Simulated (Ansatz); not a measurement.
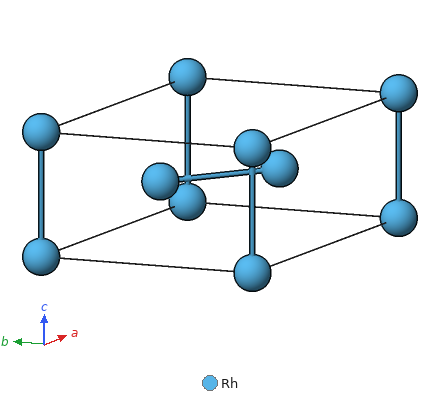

The structure; the drawing may span several cells.

Given this structure, coordinates from a relaxation with DFT, RPBE, plane waves (420 eV) with PAW, scalar-relativistic (Ansatz 0.2.0); the starting structure was generated, so it need not be a known form of this composition, written in its standard cell:

```cif
data_structure
_symmetry_space_group_name_H-M 'P 1'
_symmetry_Int_Tables_number 1
_cell_length_a 4.3663
_cell_length_b 4.3663
_cell_length_c 2.6804
_cell_angle_alpha 90.000
_cell_angle_beta 90.000
_cell_angle_gamma 120.000
_cell_volume 44.26
loop_
_atom_site_label
_atom_site_type_symbol
_atom_site_fract_x
_atom_site_fract_y
_atom_site_fract_z
_atom_site_occupancy
Rh1 Rh 0.00000 0.00000 0.00000 1
Rh2 Rh 0.33333 0.66667 0.50000 1
Rh3 Rh 0.66667 0.33333 0.50000 1
```

**Predict the [001] zone-axis pattern (200 kV, kinematic, B = 0.3 Å²).**

The spots form a hexagonal net with both shortest vectors at d = 2.18 Å, 60.0° apart. They are 2 -1 0 and 1 1 0. The pattern has symmetry 6mm. Reflections such as 0 1 0, 1 -1 0, 1 0 0 are allowed but too weak to see at this display level.

Strongest reflections with d > 0.80 Å, one of each family (|F|² from tabulated Gaussian fits of the electron scattering factors, times a small damping for the curvature of the Ewald sphere):

```csv
hkl,d (Å),I (strongest = 100)
2 -1 0,2.183,100
3 0 0,1.260,32
4 -2 0,1.092,21
5 -1 0,0.825,9
```

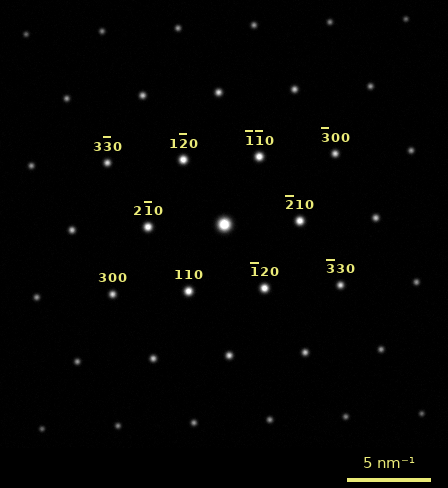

Calculated pattern, seen from the source side with [001] pointing towards the source.
